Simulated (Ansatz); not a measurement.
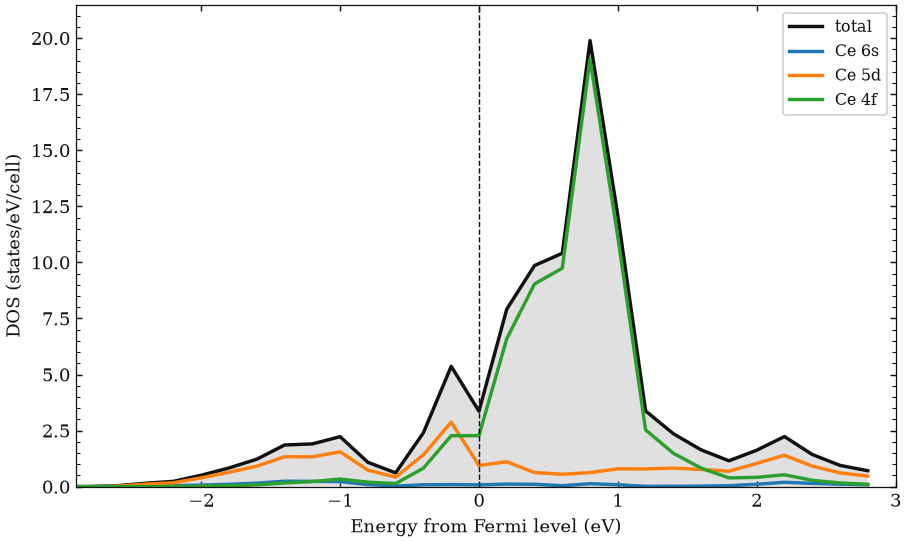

Density of states. Energies are counted from the Fermi level. The partial curves are projected on atomic shells.

Calculation on Ce, space group Im-3m, 1 atom in the cell; a = 3.29 Å, b = 3.29 Å, c = 3.29 Å, α = 109.47°, β = 109.47°, γ = 109.47°.

Level of theory: DFT, PBE, all-electron LAPW, scalar-relativistic, no spin polarisation, 14×14×14 k mesh; code Ansatz 0.2.0.

Q: Metal or insulator, and how many states lie at the Fermi level?

A: It is a metal. The density of states at the Fermi level isn't well fixed here: it changes fast, and within 0.3 eV it runs from 3.4 to 8.9 per eV and cell.

Q: Where is the tallest peak in the window, and which states make it?

A: The tallest peak in the window is at 0.8 eV; by projected weight it is Ce 4f almost alone.

Q: What carries the states at the Fermi level?

A: By projected weight, the states within 0.3 eV of the Fermi level are Ce 4f (65 %) and Ce 5d (30 %).

Q: Where is the centre of the Ce 4f band?

A: Over the range shown, the centre of the Ce 4f weight lies 0.7 eV above the Fermi level, and about 10 % of the shell is filled.

The run has no spin polarisation, and a density of states this high at the Fermi level may favour a magnetic state.
